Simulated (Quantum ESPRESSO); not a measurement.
## Workfunction calculation of Ag (part 2 of 2)

The same run, continued: Ag (slab, 5 atoms in the cell); Kohn-Sham DFT of a periodic cell, PBEsol, SG15 PBE 1.2, no spin polarisation (Quantum ESPRESSO 7.5); cutoff 952.4 eV, 7×7×1 k-mesh, fermi-dirac of 0.05 eV. The structure derives from an entry of the Crystallography Open Database.

Geometry of the input (Å; fractional positions):
```
2.8894  0.0000  -0.0000
-1.4447  2.5023  0.0000
0.0000  0.0000  24.4367
Ag 0.6667  0.3333  0.3069
Ag 0.3333  0.6667  0.4035
Ag 0.0000  0.0000  0.5000
Ag 0.6667  0.3333  0.5965
Ag 0.3333  0.6667  0.6931
```

## Output, continued
```
   -85.8350 -85.8137 -85.8122 -85.5430 -85.5430 -49.2171 -49.1636 -49.1284
   -49.1186 -49.1164 -49.1064 -49.0994 -49.0912 -49.0874 -48.8608 -48.8607
   -48.8471 -48.8470 -48.8298 -48.8298  -0.7779  -0.1074   0.2644   0.5349
     0.5989   1.2475   1.3504   1.3939   1.5764   1.6617   1.7747   1.7779
     1.8387   1.8787   1.9626   1.9743   2.1266   2.2103   2.2119   2.4420
     2.4832   2.6553   2.6941   2.8761   2.9079   3.2133   3.3428   3.3802
     4.5182   6.3526   7.5349  10.7251  11.3256  11.6156  13.1045  13.5147
    15.8782  15.9380  18.9175  19.1389  19.7152

          k = 0.0000 0.4834 0.0000 ( 11759 PWs)   bands (ev):

   -85.8295 -85.8088 -85.8080 -85.5382 -85.5382 -49.2048 -49.1967 -49.1618
   -49.1590 -49.1376 -49.1313 -49.1113 -49.1047 -49.0993 -48.8989 -48.8989
   -48.8561 -48.8561 -48.8431 -48.8431   0.1257   0.3458   0.4574   0.6185
     0.7433   0.9571   0.9945   1.4133   1.4940   1.7058   1.8263   1.8781
     1.9351   2.1643   2.3107   2.4544   2.5092   2.6278   2.7083   2.7679
     2.7816   2.9006   3.0034   3.0373   3.1072   3.2208   3.4160   4.3166
     5.9748   7.9504   9.7882  11.9258  12.7759  12.9417  14.4631  14.5921
    14.8382  15.3551  16.3587  17.1164  17.3403

          k = 0.0000 0.7251 0.0000 ( 11796 PWs)   bands (ev):

   -85.8251 -85.8049 -85.8046 -85.5344 -85.5344 -49.2367 -49.2202 -49.2047
   -49.1588 -49.1431 -49.1407 -49.1205 -49.1154 -49.1090 -48.9398 -48.9398
   -48.8537 -48.8537 -48.8526 -48.8526   0.0483   0.0853   0.1975   0.3024
     0.5466   0.6413   0.6914   1.2506   1.4863   1.5445   1.6784   2.0783
     2.2103   2.3999   2.5916   2.8883   3.0575   3.0972   3.2804   3.2984
     3.3562   3.3729   3.4597   3.6124   3.6256   5.1077   5.6606   6.5193
     7.8700   9.1230  10.4554  11.0260  11.6323  12.5695  13.7472  14.0871
    14.7820  15.2214  15.5029  16.3602  16.7161

          k = 0.2093 0.3625 0.0000 ( 11765 PWs)   bands (ev):

   -85.8311 -85.8102 -85.8092 -85.5396 -85.5396 -49.2061 -49.1815 -49.1505
   -49.1441 -49.1371 -49.1253 -49.1098 -49.1033 -49.0995 -48.8814 -48.8814
   -48.8573 -48.8573 -48.8427 -48.8426   0.0711   0.4948   0.7435   0.8519
     0.9319   1.0469   1.0671   1.1981   1.4943   1.5027   1.6446   1.6913
     1.8007   1.8121   1.9838   2.1766   2.2677   2.3164   2.5242   2.6316
     2.6481   2.8951   3.0170   3.0836   3.0900   3.1534   3.2892   4.0779
     5.5773   7.5008   9.1559  11.5329  12.3062  12.4925  14.0791  14.3931
    16.7554  16.8566  17.3079  17.3521  18.0037

          k = 0.2093 0.6042 0.0000 ( 11782 PWs)   bands (ev):

   -85.8261 -85.8058 -85.8054 -85.5352 -85.5352 -49.2174 -49.2063 -49.1856
   -49.1689 -49.1439 -49.1366 -49.1275 -49.1193 -49.1119 -48.9212 -48.9212
   -48.8612 -48.8612 -48.8533 -48.8533   0.3976   0.4096   0.5046   0.7143
     0.7967   0.8652   1.0722   1.2629   1.4722   1.5398   1.6996   1.8720
     1.9241   2.0671   2.3316   2.4477   2.5363   2.5768   2.6834   2.8435
     2.9802   3.1869   3.3364   3.4002   3.4912   4.6161   5.0371   5.9991
     7.5209   9.3977  11.4206  12.3690  13.0031  13.3963  14.2295  14.3122
    14.4883  15.3392  15.7834  15.9711  16.2295

          k = 0.2093 0.8459 0.0000 ( 11822 PWs)   bands (ev):

   -85.8239 -85.8038 -85.8037 -85.5333 -85.5333 -49.2351 -49.2173 -49.2037
   -49.1636 -49.1523 -49.1388 -49.1340 -49.1246 -49.1193 -48.9385 -48.9385
   -48.8696 -48.8696 -48.8515 -48.8515   0.2072   0.3076   0.3485   0.5604
     0.6619   0.8247   0.9002   1.2154   1.2910   1.6262   1.7370   1.8349
     2.1474   2.2423   2.4107   2.7513   2.8154   2.9691   3.0221   3.1197
     3.2532   3.3044   3.3450   3.4199   3.5207   7.1975   7.6352   8.0483
     8.4748   8.7728  10.3267  11.0355  11.5555  12.5738  13.5909  14.5061
    14.9589  15.3512  15.7451  16.1168  16.1982

          k = 0.4186 0.7251 0.0000 ( 11787 PWs)   bands (ev):

   -85.8234 -85.8034 -85.8033 -85.5328 -85.5328 -49.2182 -49.2047 -49.1889
   -49.1861 -49.1591 -49.1543 -49.1394 -49.1323 -49.1233 -48.9227 -48.9227
   -48.8921 -48.8921 -48.8510 -48.8510   0.5526   0.5655   0.7824   0.8945
     1.0334   1.0678   1.1016   1.1188   1.4436   1.5305   1.7142   1.7778
     2.0049   2.0437   2.2046   2.2626   2.4037   2.4762   2.6714   2.7296
     2.9619   3.1846   3.3228   3.3711   3.4691   7.3725   7.9933   8.9834
    10.2773  11.0219  11.0583  11.5826  11.9313  12.1736  12.7148  13.1981
    14.1194  14.5399  14.9910  15.6455  16.0212

     the Fermi energy is     6.0825 ev

!    total energy              =   -1436.86869732 Ry
     estimated scf accuracy    <          1.1E-09 Ry
     smearing contrib. (-TS)   =      -0.00111837 Ry
     internal energy E=F+TS    =   -1436.86757895 Ry

     The total energy is F=E-TS. E is the sum of the following terms:
     one-electron contribution =   -9861.43909697 Ry
     hartree contribution      =    4937.31736371 Ry
     xc contribution           =    -134.10767463 Ry
     ewald contribution        =    3621.36182894 Ry

     convergence has been achieved in  16 iterations

     Forces acting on atoms (cartesian axes, Ry/au):

     atom    1 type  1   force =    -0.00000000    0.00000000    0.00707272
     atom    2 type  1   force =     0.00000000    0.00000000   -0.00103140
     atom    3 type  1   force =     0.00000000   -0.00000000    0.00000000
     atom    4 type  1   force =     0.00000000    0.00000000    0.00103140
     atom    5 type  1   force =     0.00000000   -0.00000000   -0.00707272

     Total force =     0.010108     Total SCF correction =     0.000130

=------------------------------------------------------------------------------=
   JOB DONE.
=------------------------------------------------------------------------------=
```

## File pp_density.out
```
This program is part of the open-source Quantum ESPRESSO suite
     for quantum simulation of materials; please cite
         "P. Giannozzi et al., J. Phys.:Condens. Matter 21 395502 (2009);
         "P. Giannozzi et al., J. Phys.:Condens. Matter 29 465901 (2017);
         "P. Giannozzi et al., J. Chem. Phys. 152 154105 (2020);
          URL
     in publications or presentations arising from this work. More details at

     ./tmp/pwscf.save/

     IMPORTANT: XC functional enforced from input :
     Exchange-correlation= PBESOL
                           (   1   4  10   8   0   0   0)
     Any further DFT definition will be discarded
     Please, verify this is what you really want

     G-vector sticks info
     --------------------
     sticks:   dense  smooth     PW     G-vecs:    dense   smooth      PW
     Sum         583     583    163                94571    94571   14911

     Using Slab Decomposition

     Calling punch_plot, plot_num =   0
     Writing data to file  density.dat
     Reading data from file  density.dat

     Writing data to be plotted to file density.cube
     Plot Type: 3D                     Output format: Gaussian cube

=------------------------------------------------------------------------------=
   JOB DONE.
=------------------------------------------------------------------------------=
```

## File pp_potential.out
```
This program is part of the open-source Quantum ESPRESSO suite
     for quantum simulation of materials; please cite
         "P. Giannozzi et al., J. Phys.:Condens. Matter 21 395502 (2009);
         "P. Giannozzi et al., J. Phys.:Condens. Matter 29 465901 (2017);
         "P. Giannozzi et al., J. Chem. Phys. 152 154105 (2020);
          URL
     in publications or presentations arising from this work. More details at

     ./tmp/pwscf.save/

     IMPORTANT: XC functional enforced from input :
     Exchange-correlation= PBESOL
                           (   1   4  10   8   0   0   0)
     Any further DFT definition will be discarded
     Please, verify this is what you really want

     G-vector sticks info
     --------------------
     sticks:   dense  smooth     PW     G-vecs:    dense   smooth      PW
     Sum         583     583    163                94571    94571   14911

     Using Slab Decomposition

     Calling punch_plot, plot_num =  11
     Writing data to file  potential.dat
     Reading data from file  potential.dat

     Writing data to be plotted to file potential.cube
     Plot Type: 3D                     Output format: Gaussian cube

=------------------------------------------------------------------------------=
   JOB DONE.
=------------------------------------------------------------------------------=
```

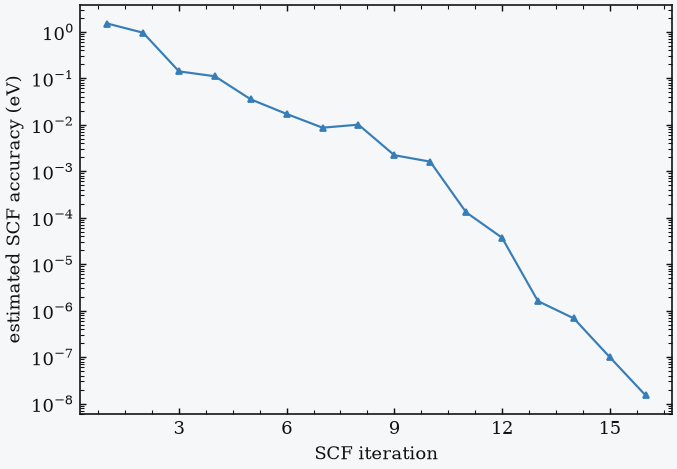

Figure 1. Convergence of the self-consistent field: estimated SCF accuracy against the iteration. The field takes 16 iterations in all.

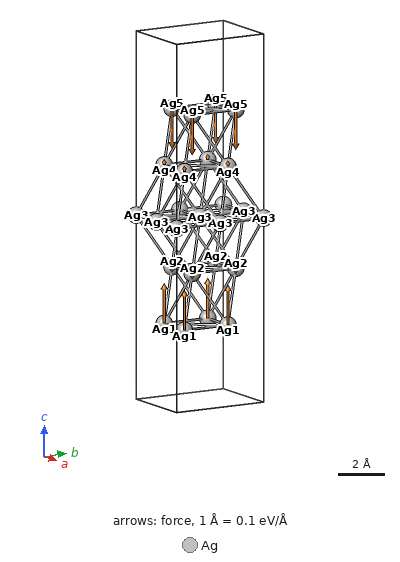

Figure 2. Forces on the atoms as orange arrows (ball-and-stick view of the 2 × 2 repeat of the cell, with the vacuum cut short, seen slightly off an axis; atoms are numbered from 1 in the order of the input). The largest act on Ag1, Ag5 (0.18 eV/Å). The geometry is not a stationary point of this energy.

## Summary

```json
{"quantity": "outcome", "value": "converged"}
{"quantity": "electrons treated", "value": "95"}
{"quantity": "free energy", "value": "−19549.5946 eV"}
{"quantity": "work function, top face", "value": "4.68 eV"}
{"quantity": "work function, bottom face", "value": "4.68 eV"}
{"quantity": "Fermi energy", "value": "6.083 eV"}
{"quantity": "gap on the k-point mesh", "value": "none (metallic)"}
{"quantity": "work function (upper face)", "value": "4.68 eV"}
{"quantity": "largest force (length of the vector)", "value": "0.182 eV/Å"}
{"quantity": "hardware", "value": "2 threads of Arm Neoverse V2, 24 GiB of memory available, shared host"}
{"quantity": "wall time", "value": "96 s (CPU time 3.1 min)"}
{"quantity": "peak memory", "value": "0.44 GiB"}
```

## Remarks

Further notes kept with the run: potentials made for another functional. Notes on the run: negative rho. Points of doubt noted for this run: coarse mesh; potentials made for another functional.
